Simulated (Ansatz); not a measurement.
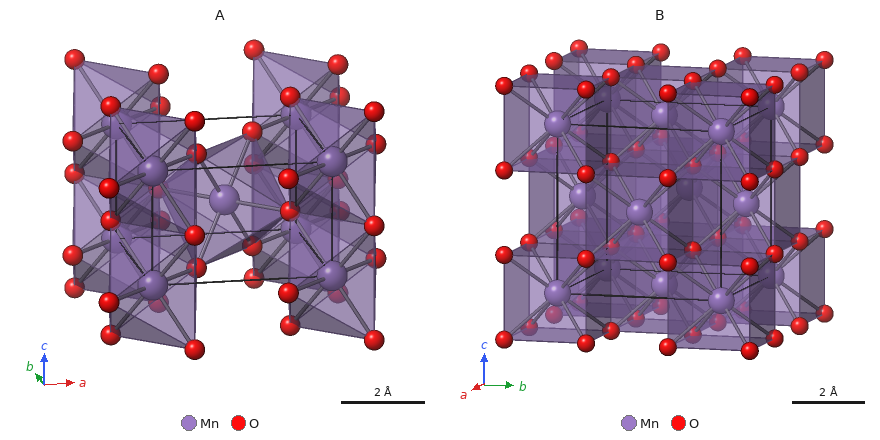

Two structures of MnO2, each relaxed to rest (conventional cells in solid outline, small ones repeated, not to one scale). Method: Ansatz 0.2.0, DFT PBE, scalar-relativistic, plane waves, PAW, with collinear spins.

Which structures are these?

A: rutile, P4_2/mnm. B: fluorite (CaF₂ type), Fm-3m.

Which form lies lower?

A is lower, by 438 meV/atom at this level of theory (energies at zero smearing). Volumes: A 9.5, B 9.1 Å³/atom.

One or both may be structure types tried for this composition rather than known phases.
